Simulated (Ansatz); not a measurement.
## ZrGe (model cell, started as layered BN type): relaxing the cell for a phonon run

Wanted: the relaxed cell of ZrGe (model cell, started as layered BN type).

Method: DFT PBE, scalar-relativistic, plane waves, PAW, in Ansatz 0.2.0.

The structure was built from a prototype and need not be the compound's stable phase.

### Step 1. Set-up

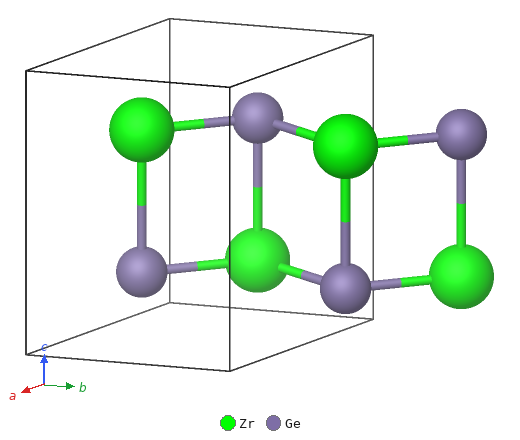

The starting structure, seen from a free direction (zirconium green, germanium purple). 1×2×1 cells are drawn.

### Step 2. A coarse first look

A quick single point on a coarse mesh tells whether the cell has a gap and how far it is from rest, which sets the k mesh and smearing that follow.

Input file input.yaml:

```yaml
crystal:
  lattice:
    - [4.33428, 0.0, 0.0]
    - [-2.16714, 3.7536, 0.0]
    - [0.0, 0.0, 6.256]
  atoms:
    - { symbol: Zr, position: [0.333333, 0.666667, 0.25] }
    - { symbol: Zr, position: [0.666667, 0.333333, 0.75] }
    - { symbol: Ge, position: [0.666667, 0.333333, 0.25] }
    - { symbol: Ge, position: [0.333333, 0.666667, 0.75] }
kpoints:
  mp_grid: { grid: [6, 6, 4] }
hamiltonian:
  xc: pbe
scf:
  occupations: { method: gaussian, width: 0.1 }
output:
  forces: true
  stress: true
  eigenvalues: true
```

Started as:

```console
> ansatz run input.yaml --threads 4 --pin off --max-ram 7168MiB --backend cpu --events-out ev --progress --plain --runs-dir out
```

Numbers of over 12 decimals in the logs are rounded to 6 here.

What it wrote:

```text
[...]
k-point 0: bands = [... 22 lower, 7.4117, 7.4433, 7.4433, 9.8440, 10.0668, 10.0668, 11.5517, 11.5517, ... 1 higher]
  k-point 1: bands = [... 22 lower, 7.3728, 7.3868, 7.3868, 8.6003, 10.3738, 10.3738, 11.4622, 11.4622, ... 1 higher]
  k-point 2: bands = [... 22 lower, 7.3354, 7.3354, 7.3496, 7.3496, 11.0159, 11.0159, 11.0159, 11.0159, ... 1 higher]
  k-point 20: bands = [... 22 lower, 7.9083, 7.9083, 8.3221, 8.3221, 10.0193, 10.0193, 11.1550, 11.1550, ... 1 higher]
[key lines of the parts left out:]
SCF converged after 6 iterations
Free energy (F): -16957.170278 eV
Fermi energy:    9.403360 eV
P = ⅓ Tr σ = 5.3718 GPa (53.718 kbar)
```

Wall time 1.6 s (4 threads of Arm Neoverse V2, shared host); peak memory 0.42 GiB; 4.5 s of CPU time.

This step gave:

```
pressure          : 5.372 GPa
volume per atom   : 25.44 Å³
gap on the k-mesh : 0 eV
```

The coarse mesh shows no gap and a pressure of 5.4 GPa.

### Step 3. Relaxation

The cell and atoms are relaxed, since residual forces and stress would shift the frequencies.

input.yaml, as its differences from that of step 2:

```diff
@@ -11,3 +11,3 @@
 kpoints:
-  mp_grid: { grid: [6, 6, 4] }
+  mp_grid: { grid: [12, 12, 6] }
 hamiltonian:
@@ -20 +20,10 @@
   eigenvalues: true
+  write_density: true
+  write_potential: true
+  elf: true
+  volumetric_format: npy
+relax:
+  adjacent_minimum: "off"
+  f_tol: 0.005
+  max_steps: 80
+  cell: { stress_tol: 0.05 }
```

What it wrote:

```text
[...]
Crystal: 4 atoms, lattice volume = 101.780 Å³
Basis set: ecut = 420 eV, 1995 PW (Γ), exchange–correlation on 60×60×90 points (8 copies of the dense FFT grid, shifted against one another)
Bands: 32, of which v1, the nominal top of the filled ones, is band 26 counted from 1 (25 counted from 0)
Symmetry: 24 space group operations
[...]
k-points: 76 of 864
[...]
SCF iter   1: F=—  HF=-16957.183093 eV  |F-HF|=—  |Δ(HF+E_count)|=         —  Δρ=3.08e-3  dr2=1.39e-2  ethr=1.77e-3  ⟨swp⟩=5.3  Hψ=9368  notcnv=0
[...]
SCF iter   6: F=-16957.179657 eV  HF=-16957.179657 eV  |F-HF|=1.12e-8  |Δ(HF+E_count)|=   3.42e-7  Δρ=5.91e-6  dr2=2.32e-8  ethr=1.92e-10  ⟨swp⟩=11.8  Hψ=16421  notcnv=0
SCF 1 converged in 6 iterations: F = -16957.179657 eV  dr2 = 2.32e-8
[...]
relax step   1: F+E_penalty+E_count = -16957.17965734 eV  Δ(F+E_penalty+E_count) = +0.000e0 eV  max|allowed force component| = 1.434e-16 eV/Å  Δτ_max = 0.0000 Å  P = +5.427 GPa  Ω = 101.780 Å³  (6 SCF iters, dr2 threshold 1.00e-7 eV, accepted)
Crystal: 4 atoms, lattice volume = 103.140 Å³
Basis set: ecut = 420 eV, 2041 PW (Γ), exchange–correlation on 60×60×90 points (8 copies of the dense FFT grid, shifted against one another)
[...]
iter 1 solved again at ethr=2.36e-4 eV; its pass at ethr=3.10e-3 eV (dr2=1.23e-1 eV) is discarded
[...]
SCF iter   6: F=-16958.246553 eV  HF=-16958.246553 eV  |F-HF|=1.24e-7  |Δ(HF+E_count)|=   1.42e-6  Δρ=1.09e-5  dr2=1.48e-7  ethr=7.69e-10  ⟨swp⟩=8.5  Hψ=17373  notcnv=0
SCF 2 converged in 6 iterations: F = -16958.246553 eV  dr2 = 1.48e-7
relax step   2: F+E_penalty+E_count = -16958.24655301 eV  Δ(F+E_penalty+E_count) = -1.067e0 eV  max|allowed force component| = 1.989e-16 eV/Å  Δτ_max = 0.0000 Å  P = +0.473 GPa  Ω = 103.140 Å³  energy of the carried Pulay correction = -2.524e-4 eV  (6 SCF iters, dr2 threshold 4.00e-7 eV, accepted)
Crystal: 4 atoms, lattice volume = 100.728 Å³
Basis set: ecut = 420 eV, 1969 PW (Γ), exchange–correlation on 60×60×90 points (8 copies of the dense FFT grid, shifted against one another)
[...]
SCF iter   6: F=-16958.819135 eV  HF=-16958.819135 eV  |F-HF|=6.38e-8  |Δ(HF+E_count)|=   5.77e-7  Δρ=1.11e-5  dr2=7.66e-8  ethr=7.69e-10  ⟨swp⟩=10.7  Hψ=18526  notcnv=0
SCF 3 converged in 6 iterations: F = -16958.819135 eV  dr2 = 7.66e-8
  Residual-converged pass: ⟨swp⟩=1.0  Hψ=2736  notcnv=0  max |occ|·‖R‖ = 7.1e-9 eV (tolerance 1.0e-8 eV)  dr2=7.66e-8  dr2_onsite=6.43e-8  max |Δocc| = 1.1e-10
relax step   3: F+E_penalty+E_count = -16958.81913472 eV  Δ(F+E_penalty+E_count) = -5.726e-1 eV  max|allowed force component| = 1.480e-16 eV/Å  Δτ_max = 0.0000 Å  P = +0.736 GPa  Ω = 100.728 Å³  energy of the carried Pulay correction = +4.538e-6 eV  (6 SCF iters, dr2 threshold 4.00e-7 eV, accepted)
[...]
relax step   4: F+E_penalty+E_count = -16959.06608671 eV  Δ(F+E_penalty+E_count) = -2.470e-1 eV  max|allowed force component| = 1.122e-16 eV/Å  Δτ_max = 0.0000 Å  P = -1.503 GPa  Ω = 104.155 Å³  energy of the carried Pulay correction = -5.208e-4 eV  (6 SCF iters, dr2 threshold 4.00e-7 eV, accepted)
[...]
relax step   5: F+E_penalty+E_count = -16959.08323250 eV  Δ(F+E_penalty+E_count) = -1.715e-2 eV  max|allowed force component| = 7.517e-17 eV/Å  Δτ_max = 0.0000 Å  P = +0.104 GPa  Ω = 101.757 Å³  energy of the carried Pulay correction = -1.968e-4 eV  (5 SCF iters, dr2 threshold 4.00e-7 eV, accepted)
[...]
relax step   6: F+E_penalty+E_count = -16959.08327059 eV  Δ(F+E_penalty+E_count) = -3.809e-5 eV  max|allowed force component| = 1.110e-16 eV/Å  Δτ_max = 0.0000 Å  P = +0.003 GPa  Ω = 101.892 Å³  energy of the carried Pulay correction = -2.152e-4 eV  (4 SCF iters, dr2 threshold 4.55e-8 eV, accepted)
[...]
relax step   7: F+E_penalty+E_count = -16959.08616028 eV  Δ(F+E_penalty+E_count) = -2.890e-3 eV  max|allowed force component| = 3.701e-17 eV/Å  Δτ_max = 0.0000 Å  P = +0.060 GPa  Ω = 101.892 Å³  stress off target by 9.29e-2 GPa  SCF on the basis re-selected at this cell (its energy is not comparable with the rows above)  (9 SCF iters)
[...]
relax step   8: F+E_penalty+E_count = -16959.08617661 eV  Δ(F+E_penalty+E_count) = -1.633e-5 eV  max|allowed force component| = 1.654e-16 eV/Å  Δτ_max = 0.0000 Å  P = +0.003 GPa  Ω = 101.976 Å³  energy of the carried Pulay correction = -1.147e-5 eV  (4 SCF iters, dr2 threshold 2.16e-8 eV, accepted)
[...]
SCF iter   6: F=-16959.086189 eV  HF=-16959.086189 eV  |F-HF|=0.00e0  |Δ(HF+E_count)|=    0.00e0  Δρ=1.22e-7  dr2=1.79e-11  ethr=1.00e-12  ⟨swp⟩=4.0  Hψ=12471  notcnv=0
SCF 9 converged in 6 iterations: F = -16959.086189 eV  dr2 = 1.79e-11
relax step   9: F+E_penalty+E_count = -16959.08618854 eV  Δ(F+E_penalty+E_count) = -1.193e-5 eV  max|allowed force component| = 1.145e-16 eV/Å  Δτ_max = 0.0000 Å  P = +0.002 GPa  Ω = 101.976 Å³  stress off target by 3.10e-3 GPa  SCF on the basis re-selected at this cell (its energy is not comparable with the rows above)  (6 SCF iters)
[...]
SCF converged after 6 iterations
Free energy (F): -16959.086189 eV
[...]
Internal energy: -16959.081427 eV  (E = F + TS)
E sigma→0 (E₀):  -16959.083808 eV
Entropy (-TS):   -0.004762 eV (-1.191 meV/atom)
Fermi energy:    9.199763 eV
[...]
--- Stress (GPa, compression-positive) ---
        0.003102       0.000000      -0.000000
        0.000000       0.003102      -0.000000
       -0.000000      -0.000000       0.000816
  P = ⅓ Tr σ = 0.0023 GPa (0.023 kbar)
--- Band table (eV; the first three rows and the last of 76) ---
  k-point 0: bands = [... 22 lower, 7.6263, 7.7590, 7.7590, 9.5778, 9.5778, 10.4728, 11.6453, 11.6453, ... 2 higher]
  k-point 1: bands = [... 22 lower, 7.4449, 7.5983, 7.5983, 9.6108, 9.9186, 9.9186, 11.7693, 11.7693, ... 2 higher]
  k-point 2: bands = [... 22 lower, 7.3087, 7.3596, 7.3596, 8.1569, 10.6532, 10.6532, 11.8387, 11.8387, ... 2 higher]
  k-point 75: bands = [... 22 lower, 7.4914, 7.4914, 8.2449, 8.2449, 9.9499, 9.9499, 11.7142, 11.7142, ... 2 higher]
--- Relaxed structure (7 steps of the walk, 7 accepted, 2 SCFs on fresh bases) ---
  F+E_penalty+E_count = -16959.08618854 eV   max|allowed force component| = 1.145e-16 eV/Å   (the final SCF, on the basis selected at the relaxed cell)
  cell:  # Å, volume = 101.9765 Å³
    - [4.677671, 0.0, 0.0]
    - [-2.338836, 4.050982, 0.0]
    - [0.0, 0.0, 5.381581]
  atoms:
    - { symbol: Zr, position: [0.333333, 0.666667, 0.25] }
    - { symbol: Zr, position: [0.666667, 0.333333, 0.750000] }
    - { symbol: Ge, position: [0.666667, 0.333333, 0.25] }
    - { symbol: Ge, position: [0.333333, 0.666667, 0.750000] }
```

Elapsed: 41 s, on 4 threads; peak memory 0.57 GiB.

The steps of the relaxation:

```
step  energy less that of the first step (eV)  largest force component (eV/Å)  pressure (GPa)  volume (Å³)
   1                                   0.0000                          0.0000            5.43       101.78
   2                                  -1.0669                          0.0000            0.47       103.14
   3                                  -1.6395                          0.0000            0.74       100.73
   4                                  -1.8864                          0.0000           -1.50       104.16
   5                                  -1.9036                          0.0000            0.10       101.76
   6                                  -1.9036                          0.0000            0.00       101.89
  7*                                  -1.9065                          0.0000            0.06       101.89
   8                                  -1.9065                          0.0000            0.00       101.98
  9*                                  -1.9065                          0.0000            0.00       101.98
```

Relaxation steps marked * repeat the geometry before them on a plane-wave basis chosen anew for their cell, so energy and pressure can jump there.

Forces are held to the 24 operations that the run works with; a distortion that breaks them can't arise in this run.

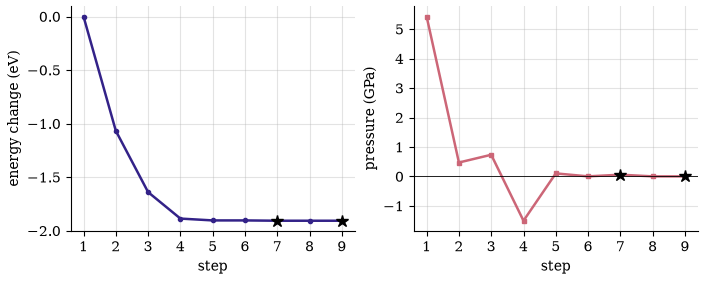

Energy and pressure along the relaxation. Stars mark steps on a basis chosen anew.

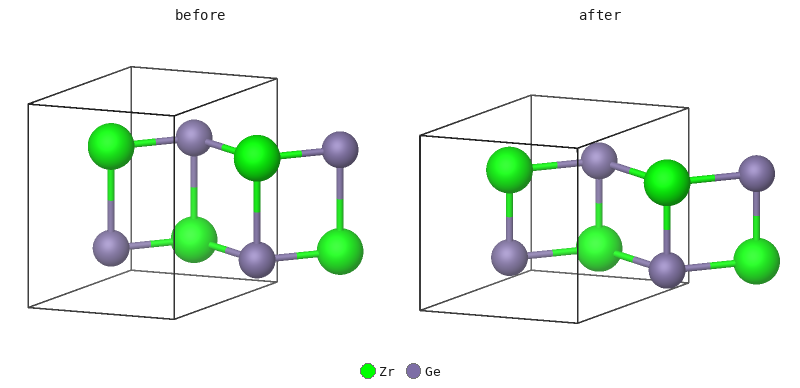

The structure before and after the relaxation, drawn at the same scale.

```
     cell as run  before  after   change
           a (Å)   4.334  4.678   +7.9 %
           b (Å)   4.334  4.678   +7.9 %
           c (Å)   6.256  5.382  -14.0 %
volume (Å³/atom)   25.44  25.49   +0.2 %
```

Final coordinates:

```xyz
4
Lattice="4.6777 0.0000 0.0000 -2.3388 4.0510 0.0000 0.0000 0.0000 5.3816" Properties=species:S:1:pos:R:3 pbc="T T T"
Zr    0.0000    2.7007    1.3454
Zr    2.3388    1.3503    4.0362
Ge    2.3388    1.3503    1.3454
Ge    0.0000    2.7007    4.0362
```

Numbers from this step:

* pressure: 0.002340 GPa
* volume per atom: 25.49 Å³

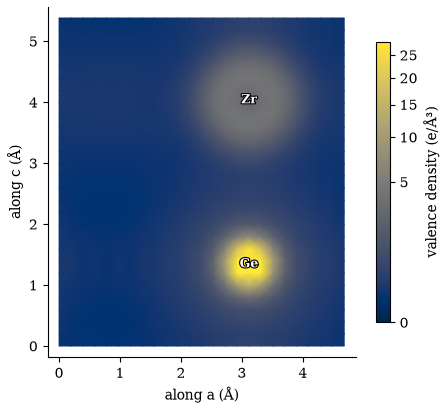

Valence density in the ac plane at fractional y = 0.333, with atoms of Zr and Ge within 0.2 Å of it. It is the smooth field of the valence electrons, not physical close to the nuclei. The colour scale is stretched toward low values.

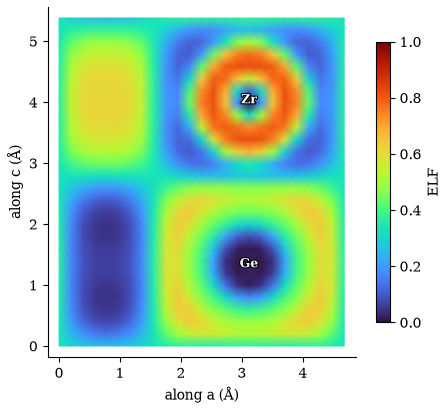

ELF in the ac plane at fractional y = 0.333, with atoms of Zr and Ge within 0.2 Å of it. It is the smooth field of the valence electrons, not physical close to the nuclei.

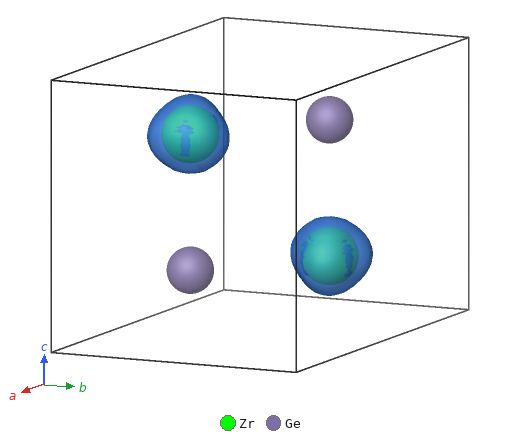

Surface of ELF = 0.77.

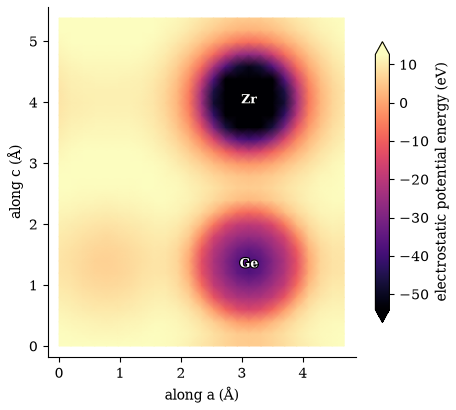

Electrostatic potential energy in the ac plane at fractional y = 0.333, with atoms of Zr and Ge within 0.2 Å of it. With pseudopotentials it is smooth inside the atoms' cores, unlike the true potential.

In this step the volume went from 25.44 to 25.49 Å³/atom.

### Step 4. Relaxing to small forces for the phonons

Phonons need a cell at rest on their own settings, so the relaxation is repeated with tight tolerances on forces and stress on the k mesh and occupations of the first response run.

Input file input.yaml:

```yaml
crystal:
  lattice:
    - [4.6776712725, 0.0, 0.0]
    - [-2.3388356363, 4.0509821526, 0.0]
    - [0.0, 0.0, 5.3815812226]
  atoms:
    - { symbol: Zr, position: [0.3333333333, 0.6666666667, 0.25] }
    - { symbol: Zr, position: [0.6666666667, 0.3333333333, 0.75] }
    - { symbol: Ge, position: [0.6666666667, 0.3333333333, 0.25] }
    - { symbol: Ge, position: [0.3333333333, 0.6666666667, 0.75] }
kpoints:
  mp_grid: { grid: [12, 12, 6] }
hamiltonian:
  xc: pbe
scf:
  occupations: { method: methfessel_paxton, width: 0.15 }
output:
  forces: true
  stress: true
  eigenvalues: true
relax:
  adjacent_minimum: "off"
  f_tol: 0.001
  max_steps: 60
  cell: { stress_tol: 0.01 }
```

What it wrote:

```text
[...]
Crystal: 4 atoms, lattice volume = 101.976 Å³
Basis set: ecut = 420 eV, 1991 PW (Γ), exchange–correlation on 64×64×72 points (8 copies of the dense FFT grid, shifted against one another)
Bands: 32, of which v1, the nominal top of the filled ones, is band 26 counted from 1 (25 counted from 0)
[... 1 set-up line as in the run before ...]
[...]
k-points: 76 of 864
[...]
--- Relaxed structure (1 steps of the walk, 1 accepted, 1 SCFs on fresh bases) ---
[...]
cell:  # Å, volume = 101.9765 Å³
    - [4.677671, 2.886735094059625e-11, 0.0]
    - [-2.338836, 4.050982, 0.0]
    - [0.0, 0.0, 5.3815812226]
  atoms:
    - { symbol: Zr, position: [0.333333, 0.666667, 0.250000] }
    - { symbol: Zr, position: [0.666667, 0.333333, 0.750000] }
    - { symbol: Ge, position: [0.666667, 0.333333, 0.250000] }
    - { symbol: Ge, position: [0.333333, 0.666667, 0.750000] }
[key lines of the parts left out:]
SCF converged after 5 iterations
Free energy (F): -16959.083932 eV
Fermi energy:    9.197088 eV
P = ⅓ Tr σ = -0.0023 GPa (-0.023 kbar)
```

Wall time 8.4 s (4 threads); peak memory 0.55 GiB; 30 s of CPU time.

Little changed from the start: no atom moved by 0.005 Å and no cell edge by 0.1 %.

Numbers from this step:

| Property | Result |
| --- | --- |
| pressure | -0.002269 GPa |

The forces vanish by symmetry and the pressure is -0.002 GPa, within the tolerances set. The cell now holds 25.49 Å³/atom.

### Step 5. What came out

```
space group after relaxation : P6_3/mmc
lattice constant a           : 4.678 Å
lattice constant b           : 4.678 Å
lattice constant c           : 5.382 Å
volume per atom              : 25.5 Å³
```

The forces vanish by symmetry and the pressure is -0.002 GPa, within the tolerances set. The cell now holds 25.49 Å³/atom. The relaxation keeps the symmetry of its start, so it says nothing on stability against lower symmetry. The starting cell was built on a prototype and not taken from a measurement, so the phase need not exist.

[Logs are printed without paths, hosts, clocks, repeated set-up lines and the standing remarks that a program may print on its own settings, such as how far it seeks lower states.]

[Hosts, paths, dates, database ids (printed as entryN), source tags and the programs' standing remarks are cut or masked in the printed files.]
